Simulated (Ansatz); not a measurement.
## Electronic structure of MoS2 in real space

Input

```
crystal:
  lattice:
    - [-2.3762322584, 2.3762322584, 4.5759320108]
    - [2.3762322584, -2.3762322584, 4.5759320108]
    - [2.3762322584, 2.3762322584, -4.5759320108]
  atoms:
    - { symbol: Mo, position: [0.75, 0.25, 0.5] }
    - { symbol: Mo, position: [0.0, 0.0, 0.0] }
    - { symbol: S, position: [0.4833893929, -0.0166106071, 0.5] }
    - { symbol: S, position: [0.7333893929, 0.7333893929, 0.0] }
    - { symbol: S, position: [0.2666106071, 0.2666106071, 0.0] }
    - { symbol: S, position: [1.0166106071, 0.5166106071, 0.5] }
kpoints:
  mp_grid: { grid: [8, 8, 8] }
  band_path:
    path:
      - [0.0, 0.0, 0.0]
      - [0.0, 0.0, 0.5]
      - [0.25, 0.25, 0.25]
      - [0.0, 0.5, 0.0]
      - [0.5, 0.5, -0.5]
      - [0.3174153288, 0.6825846712, -0.3174153288]
      - [-0.3174153288, 0.3174153288, 0.3174153288]
      - [-0.1348306576, 0.1348306576, 0.5]
      - [0.5, 0.5, -0.1348306576]
    npoints: 1
hamiltonian:
  xc: r2scan
  dispersion: rvv10
scf:
  occupations: { method: fermi_dirac, width: 0.03 }
  n_extra_bands: 5
output:
  forces: true
  stress: true
  eigenvalues: true
  write_density: true
  write_potential: true
  elf: true
  volumetric_format: npy
```

Command:

```sh
ansatz run input.yaml --threads 2 --pin off --max-ram 2211MiB --backend cpu --events-out ev --progress --plain --runs-dir out
```

Below, planes, directions and counts refer to the conventional cell (a = 4.75 Å, b = 4.75 Å, c = 9.15 Å, α = 90.00°, β = 90.00°, γ = 90.00°).

Space group I4₁/amd; started from the anatase prototype, which need not be the ambient phase; computed without spin polarisation.

Method: Ansatz, DFT, r2SCAN+rVV10, plane waves, PAW.

The density is the valence pseudo-density of a PAW calculation; it isn't the true density close to the nuclei.

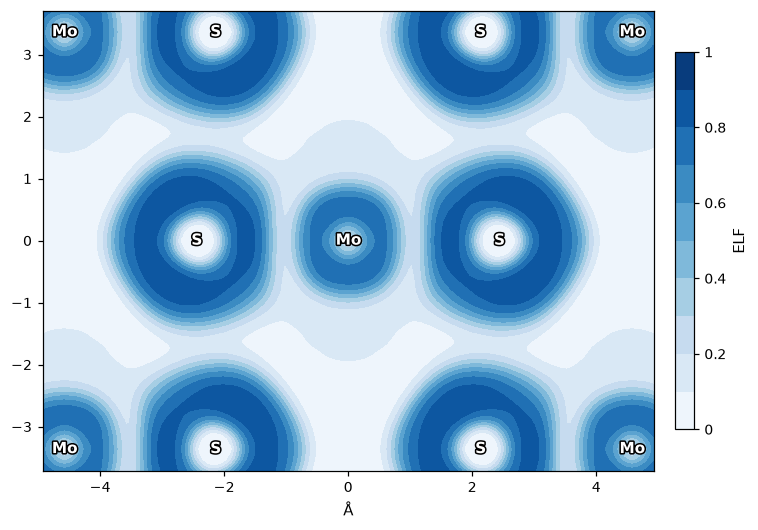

Figure 1. ELF on the (110) plane of the conventional cell.

Q: Describe what can be read from this map.

A: Atoms in the plane: Mo and S.
Mo–S (2.44 Å): the ELF peaks at about 0.85 in the valence shell of S, 0.8 Å from its nucleus, and is about 0.40 at the midpoint.
The features right at Mo lie inside the PAW spheres, where the map follows smoothed inner orbitals and isn't to be read closely.

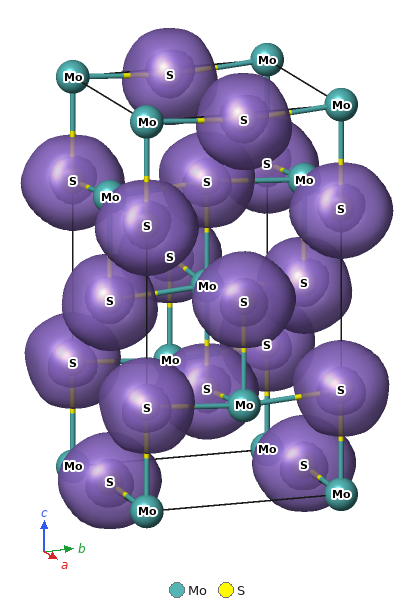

Figure 2. Isosurface of the ELF at 0.7 (purple), seen slightly off an axis. Only the valence region is drawn (cores and ρ < 0.01 e/Å³ removed). Sticks mark near contacts.

Q: Identify the bonds, lone pairs and shells in this picture.

A: The ELF exceeds this value in eight regions wrapped around S (the valence shell of each), counted in one cell of 12 atoms. Regions shared between cells count once. Profiles from the grid: Mo–S (2.38 Å): the ELF peaks at about 0.85 in the valence shell of S, 0.8 Å from its nucleus, and is about 0.35 at the midpoint.
